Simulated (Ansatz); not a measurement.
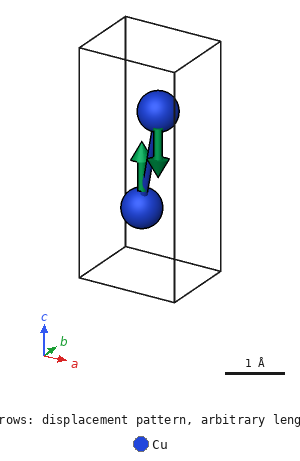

Lattice vibrations of solid Cu at 0.98 times its rest volume, space group P6₃/mmc (No. 194), at the zone centre. The optical levels lie at 119 (×2), 284 cm⁻¹. One mode is drawn. The green arrows give the relative displacements of the atoms. The picture is a ball-and-stick view of the cell of the calculation, seen slightly off an axis.

All numbers below come from DFT LDA, scalar-relativistic, plane waves, PAW in Ansatz 0.2.0. Settings: plane-wave cutoff 420 eV; k-point mesh 18 × 18 × 10; occupations fermi dirac; smearing width 0.15 eV; no spin polarisation.

The frequencies depend somewhat on the k-mesh and the smearing.

Q: Which of these frequencies is the drawn mode's?

A: The level at 284 cm⁻¹. This is the B₁g mode, the highest optical level, silent by symmetry (neither infrared- nor Raman-active). All motion is along c; atoms of one kind move against one another, with no net shift of their sublattice.
